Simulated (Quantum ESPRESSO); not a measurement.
## Band-structure run, with input and output: Se (part 1 of 2)

System: Se (P3₁21, 3 atoms in the cell).
Method: Kohn-Sham DFT of a periodic cell, r2SCAN, SG15 PBE 1.2, no spin polarisation (Quantum ESPRESSO 7.5).

The structure derives from an entry of the Crystallography Open Database.

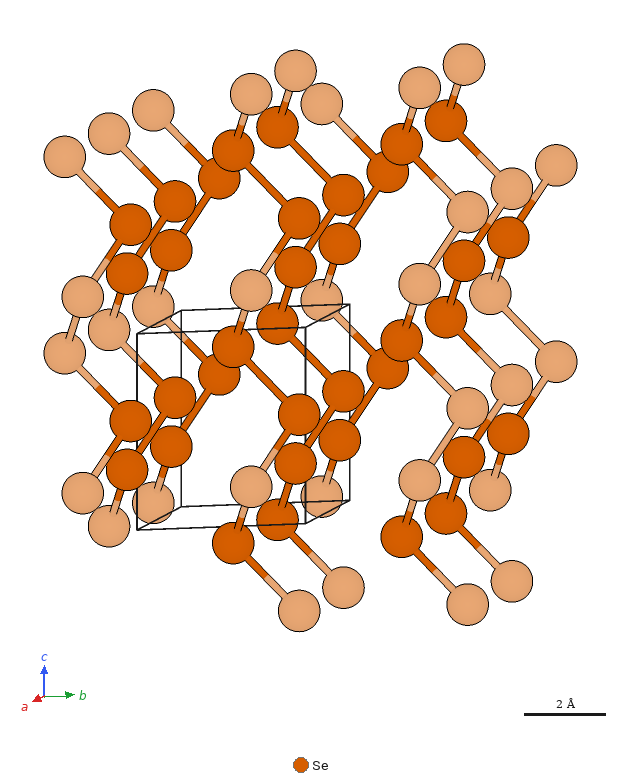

**Figure 1.** The structure (ball-and-stick view of the cell of the calculation, repeated 2 × 2 × 2, seen slightly off an axis; neighbours outside the cell are drawn fainter). Near neighbours in the crystal (not all of them lie inside the picture): Se has 2 Se at 2.37 Å.

### Summary

| quantity | value |
| --- | --- |
| outcome | converged |
| space group (tolerance 0.01 Å) | P3₁21 (152) |
| electrons treated | 18 |
| free energy | −771.9662 eV |
| Fermi energy of the self-consistent step | 5.313 eV |
| gap on the k-point mesh | 1.44 eV |
| gap on the band path | 1.21 eV |
| pressure | 1.93 GPa |
| largest force (length of the vector) | 0.229 eV/Å |
| hardware | 2 threads of Arm Neoverse V1, 24 GiB of memory available, shared host |
| wall time | 3.3 min (CPU time 6.6 min) |
| peak memory | 0.26 GiB |

### Remarks

Further notes kept with the run: potentials made for another functional. Points of doubt noted for this run: potentials made for another functional.

### Input
```
&CONTROL
  calculation = 'scf'
  prefix = 'pwscf'
  outdir = './tmp'
  pseudo_dir = './pseudo'
  tprnfor = .true.
  tstress = .true.
  disk_io = 'low'
/
&SYSTEM
  ibrav = 0
  celldm(1) = 8
  nat = 3
  ntyp = 1
  ecutwfc = 70
  nbnd = 15
  input_dft = 'r2scan'
  occupations = 'smearing'
  smearing = 'fd'
  degauss = 0.00367493
  nosym = .true.
/
&ELECTRONS
  conv_thr = 1d-08
  electron_maxstep = 120
  mixing_beta = 0.5
/
ATOMIC_SPECIES
Se    78.9710 Se_ONCV_PBE-1.2.upf
CELL_PARAMETERS alat
  1.0313652756676   0.0000000000000   0.0000000000000
 -0.5156826378338   0.8931885293085   0.0000000000000
  0.0000000000000   0.0000000000000   1.1701184163683
ATOMIC_POSITIONS crystal
Se     0.7746000000    0.7746000000    0.0000000000
Se     0.0000000000    0.2254000000    0.6666666667
Se     0.2254000000    0.0000000000    0.3333333333
K_POINTS automatic
5 5 4 0 0 0
```

### File bands.in
```
&CONTROL
  calculation = 'bands'
  prefix = 'pwscf'
  outdir = './tmp'
  pseudo_dir = './pseudo'
  disk_io = 'low'
  verbosity = 'high'
/
&SYSTEM
  ibrav = 0
  celldm(1) = 8
  nat = 3
  ntyp = 1
  ecutwfc = 70
  nbnd = 15
  input_dft = 'r2scan'
  occupations = 'smearing'
  smearing = 'fd'
  degauss = 0.00367493
  nosym = .true.
/
&ELECTRONS
  conv_thr = 1d-08
  electron_maxstep = 120
  mixing_beta = 0.5
  diago_full_acc = .true.
  startingwfc = 'random'
/
ATOMIC_SPECIES
Se    78.9710 Se_ONCV_PBE-1.2.upf
CELL_PARAMETERS alat
  1.0313652756676   0.0000000000000   0.0000000000000
 -0.5156826378338   0.8931885293085   0.0000000000000
  0.0000000000000   0.0000000000000   1.1701184163683
ATOMIC_POSITIONS crystal
Se     0.7746000000    0.7746000000    0.0000000000
Se     0.0000000000    0.2254000000    0.6666666667
Se     0.2254000000    0.0000000000    0.3333333333
K_POINTS crystal
60
 0.0000000000  0.0000000000  0.0000000000 1
 0.0714285714  0.0000000000  0.0000000000 1
 0.1428571429  0.0000000000  0.0000000000 1
 0.2142857143  0.0000000000  0.0000000000 1
 0.2857142857  0.0000000000  0.0000000000 1
 0.3571428571  0.0000000000  0.0000000000 1
 0.4285714286  0.0000000000  0.0000000000 1
 0.5000000000  0.0000000000  0.0000000000 1
 0.4583333333  0.0833333333  0.0000000000 1
 0.4166666667  0.1666666667  0.0000000000 1
 0.3750000000  0.2500000000  0.0000000000 1
 0.3333333333  0.3333333333  0.0000000000 1
 0.2916666667  0.2916666667  0.0000000000 1
 0.2500000000  0.2500000000  0.0000000000 1
 0.2083333333  0.2083333333  0.0000000000 1
 0.1666666667  0.1666666667  0.0000000000 1
 0.1250000000  0.1250000000  0.0000000000 1
 0.0833333333  0.0833333333  0.0000000000 1
 0.0416666667  0.0416666667  0.0000000000 1
 0.0000000000  0.0000000000  0.0000000000 1
 0.0000000000  0.0000000000  0.1000000000 1
 0.0000000000  0.0000000000  0.2000000000 1
 0.0000000000  0.0000000000  0.3000000000 1
 0.0000000000  0.0000000000  0.4000000000 1
 0.0000000000  0.0000000000  0.5000000000 1
 0.0714285714  0.0000000000  0.5000000000 1
 0.1428571429  0.0000000000  0.5000000000 1
 0.2142857143  0.0000000000  0.5000000000 1
 0.2857142857  0.0000000000  0.5000000000 1
 0.3571428571  0.0000000000  0.5000000000 1
 0.4285714286  0.0000000000  0.5000000000 1
 0.5000000000  0.0000000000  0.5000000000 1
 0.4583333333  0.0833333333  0.5000000000 1
 0.4166666667  0.1666666667  0.5000000000 1
 0.3750000000  0.2500000000  0.5000000000 1
 0.3333333333  0.3333333333  0.5000000000 1
 0.3000000000  0.3000000000  0.5000000000 1
 0.2666666667  0.2666666667  0.5000000000 1
 0.2333333333  0.2333333333  0.5000000000 1
 0.2000000000  0.2000000000  0.5000000000 1
 0.1666666667  0.1666666667  0.5000000000 1
 0.1333333333  0.1333333333  0.5000000000 1
 0.1000000000  0.1000000000  0.5000000000 1
 0.0666666667  0.0666666667  0.5000000000 1
 0.0333333333  0.0333333333  0.5000000000 1
 0.0000000000  0.0000000000  0.5000000000 1
 0.5000000000  0.0000000000  0.5000000000 1
 0.5000000000  0.0000000000  0.4166666667 1
 0.5000000000  0.0000000000  0.3333333333 1
 0.5000000000  0.0000000000  0.2500000000 1
 0.5000000000  0.0000000000  0.1666666667 1
 0.5000000000  0.0000000000  0.0833333333 1
 0.5000000000  0.0000000000  0.0000000000 1
 0.3333333333  0.3333333333  0.0000000000 1
 0.3333333333  0.3333333333  0.0833333333 1
 0.3333333333  0.3333333333  0.1666666667 1
 0.3333333333  0.3333333333  0.2500000000 1
 0.3333333333  0.3333333333  0.3333333333 1
 0.3333333333  0.3333333333  0.4166666667 1
 0.3333333333  0.3333333333  0.5000000000 1
```

Launched with:
```bash
OMP_NUM_THREADS=1 mpirun -n 2 pw.x -nk 2 -in pw.in > pw.out
OMP_NUM_THREADS=1 mpirun -n 2 pw.x -nk 2 -in bands.in > bands.out
```

### Output
```
This program is part of the open-source Quantum ESPRESSO suite
     for quantum simulation of materials; please cite
         "P. Giannozzi et al., J. Phys.:Condens. Matter 21 395502 (2009);
         "P. Giannozzi et al., J. Phys.:Condens. Matter 29 465901 (2017);
         "P. Giannozzi et al., J. Chem. Phys. 152 154105 (2020);
          URL
     in publications or presentations arising from this work. More details at

     IMPORTANT: XC functional enforced from input :
     Exchange-correlation= R2SCAN
                           (   0   0   0   0   0 497 498)
     Any further DFT definition will be discarded
     Please, verify this is what you really want

     K-points division:     npool     =       2
     Subspace diagonalization in iterative solution of the eigenvalue problem:
     a serial algorithm will be used

     G-vector sticks info
     --------------------
     sticks:   dense  smooth     PW     G-vecs:    dense   smooth      PW
     Sum        1303    1303    379                43651    43651    6921

     Using Slab Decomposition

     bravais-lattice index     =            0
     lattice parameter (alat)  =       8.0000  a.u.
     unit-cell volume          =     551.8937 (a.u.)^3
     number of atoms/cell      =            3
     number of atomic types    =            1
     number of electrons       =        18.00
     number of Kohn-Sham states=           15
     kinetic-energy cutoff     =      70.0000  Ry
     charge density cutoff     =     280.0000  Ry
     scf convergence threshold =      1.0E-08
     mixing beta               =       0.5000
     number of iterations used =            8  plain     mixing
     Exchange-correlation= R2SCAN
                           (   0   0   0   0   0 497 498)

     celldm(1)=   8.000000  celldm(2)=   0.000000  celldm(3)=   0.000000
     celldm(4)=   0.000000  celldm(5)=   0.000000  celldm(6)=   0.000000

     crystal axes: (cart. coord. in units of alat)
               a(1) = (   1.031365   0.000000   0.000000 )
               a(2) = (  -0.515683   0.893189   0.000000 )
               a(3) = (   0.000000   0.000000   1.170118 )

     reciprocal axes: (cart. coord. in units 2 pi/alat)
               b(1) = (  0.969589  0.559792 -0.000000 )
               b(2) = (  0.000000  1.119584  0.000000 )
               b(3) = (  0.000000 -0.000000  0.854614 )

     PseudoPot. # 1 for Se read from file:
     Se_ONCV_PBE-1.2.upf
     Pseudo is Norm-conserving, Zval =  6.0
     Generated using ONCVPSP code by D. R. Hamann
     Using radial grid of  602 points,  6 beta functions with:
                l(1) =   0
                l(2) =   0
                l(3) =   1
                l(4) =   1
                l(5) =   2
                l(6) =   2

     atomic species   valence    mass     pseudopotential
     Se                6.00    78.97100     Se( 1.00)

     No symmetry found

   Cartesian axes

     site n.     atom                  positions (alat units)
         1        Se     tau(   1) = (   0.3994478   0.6918638   0.0000000  )
         2        Se     tau(   2) = (  -0.1162349   0.2013247   0.7800789  )
         3        Se     tau(   3) = (   0.2324697   0.0000000   0.3900395  )

     number of k points=    51  Fermi-Dirac smearing, width (Ry)=  0.0037
                       cart. coord. in units 2pi/alat
        k(    1) = (   0.0000000   0.0000000   0.0000000), wk =   0.0200000
        k(    2) = (   0.0000000   0.0000000   0.2136536), wk =   0.0400000
        k(    3) = (   0.0000000   0.0000000  -0.4273072), wk =   0.0200000
        k(    4) = (   0.0000000   0.2239169   0.0000000), wk =   0.0400000
        k(    5) = (   0.0000000   0.2239169   0.2136536), wk =   0.0400000
        k(    6) = (   0.0000000   0.2239169  -0.4273072), wk =   0.0400000
        k(    7) = (   0.0000000   0.2239169  -0.2136536), wk =   0.0400000
        k(    8) = (   0.0000000   0.4478338   0.0000000), wk =   0.0400000
        k(    9) = (   0.0000000   0.4478338   0.2136536), wk =   0.0400000
        k(   10) = (   0.0000000   0.4478338  -0.4273072), wk =   0.0400000
        k(   11) = (   0.0000000   0.4478338  -0.2136536), wk =   0.0400000
        k(   12) = (   0.1939177   0.1119584   0.0000000), wk =   0.0400000
        k(   13) = (   0.1939177   0.1119584   0.2136536), wk =   0.0400000
        k(   14) = (   0.1939177   0.1119584  -0.4273072), wk =   0.0400000
        k(   15) = (   0.1939177   0.1119584  -0.2136536), wk =   0.0400000
        k(   16) = (   0.1939177   0.3358753   0.0000000), wk =   0.0400000
        k(   17) = (   0.1939177   0.3358753   0.2136536), wk =   0.0400000
        k(   18) = (   0.1939177   0.3358753  -0.4273072), wk =   0.0400000
        k(   19) = (   0.1939177   0.3358753  -0.2136536), wk =   0.0400000
        k(   20) = (   0.1939177   0.5597922   0.0000000), wk =   0.0400000
        k(   21) = (   0.1939177   0.5597922   0.2136536), wk =   0.0400000
        k(   22) = (   0.1939177   0.5597922  -0.4273072), wk =   0.0400000
        k(   23) = (   0.1939177   0.5597922  -0.2136536), wk =   0.0400000
        k(   24) = (   0.1939177  -0.3358753   0.0000000), wk =   0.0400000
        k(   25) = (   0.1939177  -0.3358753   0.2136536), wk =   0.0400000
        k(   26) = (   0.1939177  -0.3358753  -0.4273072), wk =   0.0400000
        k(   27) = (   0.1939177  -0.3358753  -0.2136536), wk =   0.0400000
        k(   28) = (   0.1939177  -0.1119584   0.0000000), wk =   0.0400000
        k(   29) = (   0.1939177  -0.1119584   0.2136536), wk =   0.0400000
        k(   30) = (   0.1939177  -0.1119584  -0.4273072), wk =   0.0400000
        k(   31) = (   0.1939177  -0.1119584  -0.2136536), wk =   0.0400000
        k(   32) = (   0.3878354   0.2239169   0.0000000), wk =   0.0400000
        k(   33) = (   0.3878354   0.2239169   0.2136536), wk =   0.0400000
        k(   34) = (   0.3878354   0.2239169  -0.4273072), wk =   0.0400000
        k(   35) = (   0.3878354   0.2239169  -0.2136536), wk =   0.0400000
        k(   36) = (   0.3878354   0.4478338   0.0000000), wk =   0.0400000
        k(   37) = (   0.3878354   0.4478338   0.2136536), wk =   0.0400000
        k(   38) = (   0.3878354   0.4478338  -0.4273072), wk =   0.0400000
        k(   39) = (   0.3878354   0.4478338  -0.2136536), wk =   0.0400000
        k(   40) = (   0.3878354   0.6717507   0.0000000), wk =   0.0400000
        k(   41) = (   0.3878354   0.6717507   0.2136536), wk =   0.0400000
        k(   42) = (   0.3878354   0.6717507  -0.4273072), wk =   0.0400000
        k(   43) = (   0.3878354   0.6717507  -0.2136536), wk =   0.0400000
        k(   44) = (   0.3878354  -0.2239169   0.0000000), wk =   0.0400000
        k(   45) = (   0.3878354  -0.2239169   0.2136536), wk =   0.0400000
        k(   46) = (   0.3878354  -0.2239169  -0.4273072), wk =   0.0400000
        k(   47) = (   0.3878354  -0.2239169  -0.2136536), wk =   0.0400000
        k(   48) = (   0.3878354   0.0000000   0.0000000), wk =   0.0400000
        k(   49) = (   0.3878354   0.0000000   0.2136536), wk =   0.0400000
        k(   50) = (   0.3878354   0.0000000  -0.4273072), wk =   0.0400000
        k(   51) = (   0.3878354   0.0000000  -0.2136536), wk =   0.0400000

     Dense  grid:    43651 G-vectors     FFT dimensions: (  45,  45,  50)

     WARNING: libxc functional with ID  497 depends
      on external parameters: check the user_guide of
      QE if you need to modify them or to check their
      default values.

     WARNING: libxc functional with ID  498 depends
      on external parameters: check the user_guide of
      QE if you need to modify them or to check their
      default values.

     Initial potential from superposition of free atoms

     starting charge      17.9462, renormalised to      18.0000
     Starting wfcs are random

     Self-consistent Calculation

     iteration #  1     ecut=    70.00 Ry     beta= 0.50
     Davidson diagonalization with overlap
     ethr =  1.00E-02,  avg # of iterations =  8.9

     total energy              =     -56.69008034 Ry
     estimated scf accuracy    <       0.24478715 Ry

     iteration #  2     ecut=    70.00 Ry     beta= 0.50
     Davidson diagonalization with overlap
     ethr =  1.36E-03,  avg # of iterations =  1.0

     total energy              =     -56.73471700 Ry
     estimated scf accuracy    <       0.06136857 Ry

     iteration #  3     ecut=    70.00 Ry     beta= 0.50
     Davidson diagonalization with overlap
     ethr =  3.41E-04,  avg # of iterations =  1.6

     total energy              =     -56.73825626 Ry
     estimated scf accuracy    <       0.00032533 Ry

     iteration #  4     ecut=    70.00 Ry     beta= 0.50
     Davidson diagonalization with overlap
     ethr =  1.81E-06,  avg # of iterations =  8.8

     total energy              =     -56.73846307 Ry
     estimated scf accuracy    <       0.00007870 Ry

     iteration #  5     ecut=    70.00 Ry     beta= 0.50
     Davidson diagonalization with overlap
     ethr =  4.37E-07,  avg # of iterations =  1.9

     total energy              =     -56.73846966 Ry
     estimated scf accuracy    <       0.00001085 Ry

     iteration #  6     ecut=    70.00 Ry     beta= 0.50
     Davidson diagonalization with overlap
     ethr =  6.03E-08,  avg # of iterations =  1.0

     total energy              =     -56.73847064 Ry
     estimated scf accuracy    <       0.00000085 Ry

     iteration #  7     ecut=    70.00 Ry     beta= 0.50
     Davidson diagonalization with overlap
     ethr =  4.70E-09,  avg # of iterations =  2.0

     total energy              =     -56.73847087 Ry
     estimated scf accuracy    <       0.00000011 Ry

     iteration #  8     ecut=    70.00 Ry     beta= 0.50
     Davidson diagonalization with overlap
     ethr =  6.07E-10,  avg # of iterations =  2.0

     End of self-consistent calculation
```
